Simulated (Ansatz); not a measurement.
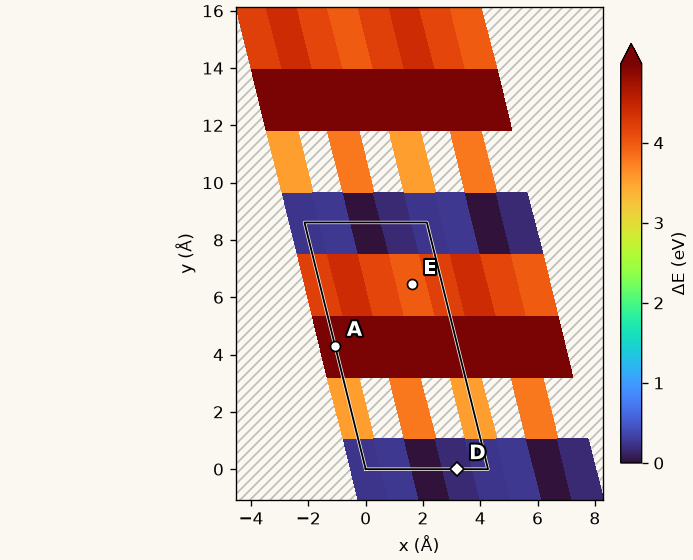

O on a C(111) slab cut from the P6/mmm phase, its upper half relaxed before the scan (10 atoms of substrate and one adsorbate in a 1 × 1 cell). O is moved over the surface cell; relaxed at each place: the height of the adsorbate's atoms; substrate rigid; the origin of the map has the adsorbate above C9. Places are given modulo a cell vector. The map is drawn in real space over the plane of the surface. The grid has 4 × 4 points. At 2 points there is no value. All energies are given in eV relative to the lowest grid point. At some places the adsorbate sinks to or below the level of the top layer. With one adsorbate in each 1 × 1 cell, its nearest image is 4.3 Å away, so neighbouring adsorbates interact. Method: DFT PBE, scalar-relativistic, plane waves, PAW (Ansatz 0.2.0). Settings: cutoff 420 eV, k-mesh 7×3×1, gaussian smearing 0.1 eV, no spin polarisation.

The picture shows one coloured cell a grid point, the outline of one cell of the 2 × 2 shown, one colour for all values above the top of the scale, hatched blanks where no value was computed, lettered points.

**Rank the lettered points by energy, lowest first.**

D (0.16 eV), E (3.98 eV), A (4.98 eV).

PAW datasets: the set soft_1.
